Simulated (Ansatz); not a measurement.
**Mo: 5 runs along one coordinate**

System: Mo (1 atom in the cell).
Method: DFT PBE, scalar-relativistic, plane waves, PAW, no spin polarisation (Ansatz 0.2.0).

The 5 runs differ only in the geometry, by a strain of the cell at fixed fractional positions. Against run 3, the strain is εxx = η and εyy = η. The structure derives from an entry of the Crystallography Open Database.

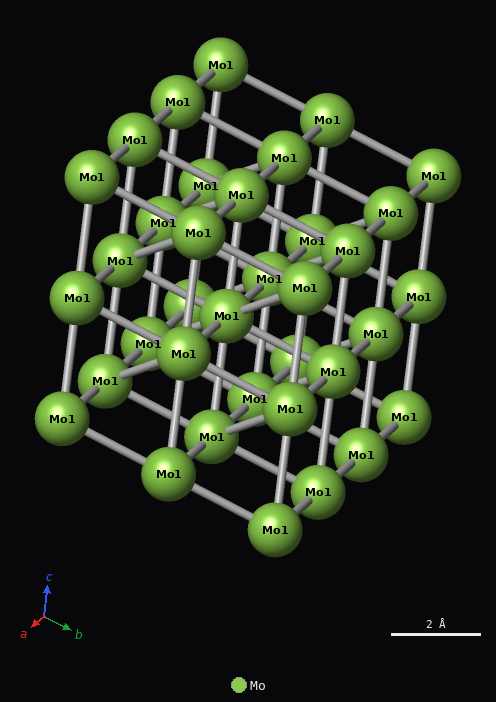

Figure 1. The structure of run 3 (ball-and-stick view of the cell of the calculation, repeated 3 × 2 × 2, seen slightly off an axis; atoms are numbered from 1 in the order of the input). An atom can appear more than once, as a periodic image.

## Input of run 3
```yaml
crystal:
  lattice:
    - [-1.571, 1.571, 1.61813]
    - [1.571, -1.571, 1.61813]
    - [1.571, 1.571, -1.61813]
  atoms:
    - { symbol: Mo, position: [0.0, 0.0, 0.0] }
basis:
  ecutwfc: 420
kpoints:
  mp_grid: { grid: [22, 22, 22] }
hamiltonian:
  xc: pbe
scf:
  occupations: { method: gaussian, width: 0.15 }
output:
  forces: true
  stress: true
  eigenvalues: true
```

Command:
```bash
ansatz run input.yaml --threads 1 --pin off --max-ram 2560MiB --backend cpu --events-out ev --progress --plain --runs-dir out
```

Run 2 differs from it as follows:
```diff
-    - [-1.571, 1.571, 1.61813]
-    - [1.571, -1.571, 1.61813]
-    - [1.571, 1.571, -1.61813]
+    - [-1.547435, 1.547435, 1.61813]
+    - [1.547435, -1.547435, 1.61813]
+    - [1.547435, 1.547435, -1.61813]
```

## Results, with one run withheld

| run | strain parameter η (%) | free energy per atom, from the lowest run given (meV) | pressure (GPa) |
| --- | --- | --- | --- |
| 1 | −3.0000 | 58.47 | 14.67 |
| 2 | −1.5000 | ? | ? |
| 3 | 0.0000 | 0.00 | −2.82 |
| 4 | 1.5000 | 13.16 | −9.78 |
| 5 | 3.0000 | 50.49 | −15.74 |

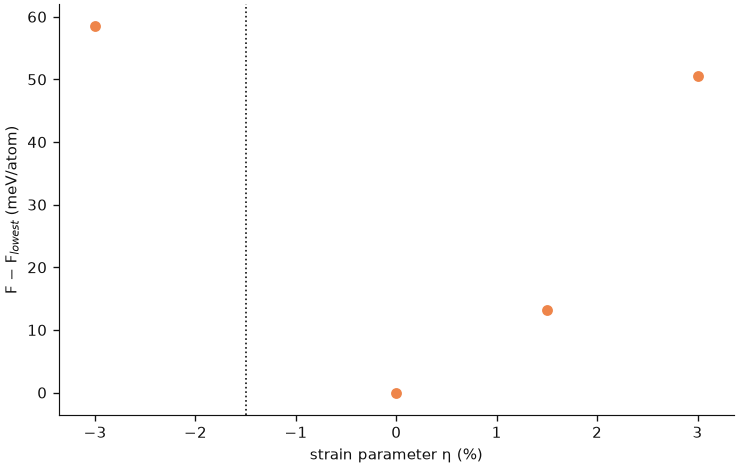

Figure 2. Free energy per atom of the runs given; the dotted line marks run 2.

Estimate the energy of run 2 from the others.

A quadratic polynomial in the coordinate, fitted to the 4 runs given, misses them by at most 0.89 meV per atom. With x = η − 0.3750, it reads F = 1.0415 + 3.2379 x + 5.9913 x² (meV per atom). At run 2 it gives 16.03 meV per atom, and the run itself gives 14.02. The fit has its minimum at η = 0.1048 %. The miss comes from the order of the polynomial or from scatter in that run; these data can't tell which.

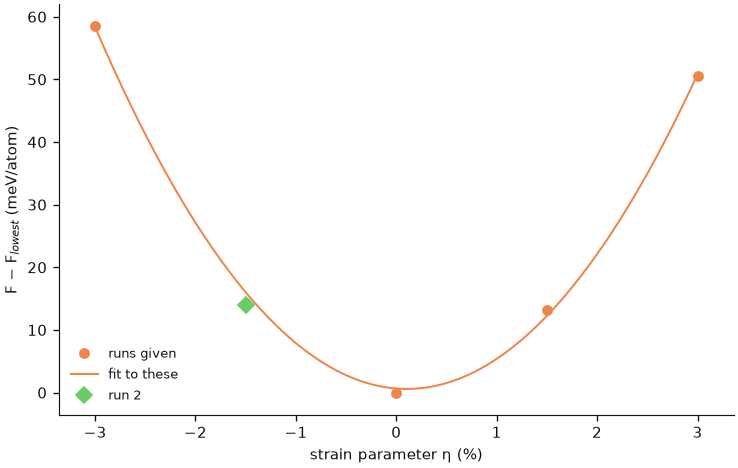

Figure 3. The fit and the withheld run.

## Output, shortened to warnings, some set-up lines, iterations and results (run 2)
```
Basis set: ecut = 420 eV, 321 PW (Γ), exchange–correlation on 40×40×40 points (8 copies of the dense FFT grid, shifted against one another)
Symmetry: 16 space group operations
k-points: 834 of 10648
Initial density: superposition of atomic densities (neutral atoms: chi_scale 0, normalization atom), corrected by the library's trained network
[...]
SCF iter   1: F=—  HF=-4956.000347 eV  |F-HF|=—  |Δ(HF+E_count)|=         —  Δρ=2.83e-3  dr2=6.14e-4  ethr=1.77e-3  ⟨swp⟩=5.0  Hψ=51702  notcnv=0
SCF iter   2: F=—  HF=-4956.000257 eV  |F-HF|=—  |Δ(HF+E_count)|=   9.00e-5  Δρ=1.35e-3  dr2=1.00e-4  ethr=4.39e-6  ⟨swp⟩=2.6  Hψ=20590  notcnv=0
SCF iter   3: F=—  HF=-4956.000271 eV  |F-HF|=—  |Δ(HF+E_count)|=   1.39e-5  Δρ=3.03e-4  dr2=8.59e-6  ethr=7.14e-7  ⟨swp⟩=2.0  Hψ=14977  notcnv=0
SCF iter   4: F=—  HF=-4956.000270 eV  |F-HF|=—  |Δ(HF+E_count)|=   4.63e-7  Δρ=5.45e-5  dr2=1.40e-7  ethr=6.14e-8  ⟨swp⟩=2.0  Hψ=11330  notcnv=0
SCF iter   5: F=-4956.000270 eV  HF=-4956.000270 eV  |F-HF|=5.44e-9  |Δ(HF+E_count)|=   5.10e-8  Δρ=1.09e-5  dr2=5.21e-9  ethr=1.00e-9  ⟨swp⟩=2.3  Hψ=15058  notcnv=0
SCF iter   6: F=-4956.000270 eV  HF=-4956.000270 eV  |F-HF|=5.46e-12  |Δ(HF+E_count)|=   5.82e-9  Δρ=7.39e-7  dr2=2.60e-11  ethr=3.72e-11  ⟨swp⟩=2.0  Hψ=28530  notcnv=0
SCF 1 converged in 6 iterations: F = -4956.000270 eV  dr2 = 2.60e-11
SCF converged after 6 iterations
Free energy (F): -4956.000270 eV
Harris-Foulkes:  -4956.000270 eV  (|F-HF|=5.46e-12)
Internal energy: -4955.993136 eV  (E = F + TS)
E sigma→0 (E₀):  -4955.996703 eV
Entropy (-TS):   -0.007134 eV (-7.134 meV/atom)
Fermi energy:    21.314751 eV
--- Per-component energies (eV) ---
  E_band       = -51.986441
  E_kinetic    = 441.486838
  E_local      = -777.823819  (includes V_loc(G=0)·N_el)
  E_nonlocal   = 142.682018
  E_hartree    = 257.512248
  E_xc         = -183.773258
  E_vxc        = -229.394465  (∫ρ·V_xc dr)
  E_paw        = -3201.271628  (= ΣΔE_a)
  E_vpaw       = -143.961630  (= ΣTr[D̂ρ^β])
  E_aug_tail   = 0.000044  (compensation charges beyond the density's cutoff)
  E_ewald      = -1634.805578
  E_smearing   = -0.007134  (= −TS)
  E_closure    = 0.000000  (closes the sum)
  Σ components = -4956.000270   (vs F -4956.000270, Δ=0.00e0)
--- Forces (eV/Å), atoms counted from 1 ---
  atom   1  Mo    -0.00000000     0.00000000     0.00000000
  max |Σ_I F_I| component: 2.16e-32 eV/Å
--- Stress (GPa, compression-positive) ---
        9.734680       0.000000      -0.000000
        0.000000       9.734680       0.000000
        0.000000       0.000000      -3.632557
  P = ⅓ Tr σ = 5.2789 GPa (52.789 kbar)
```
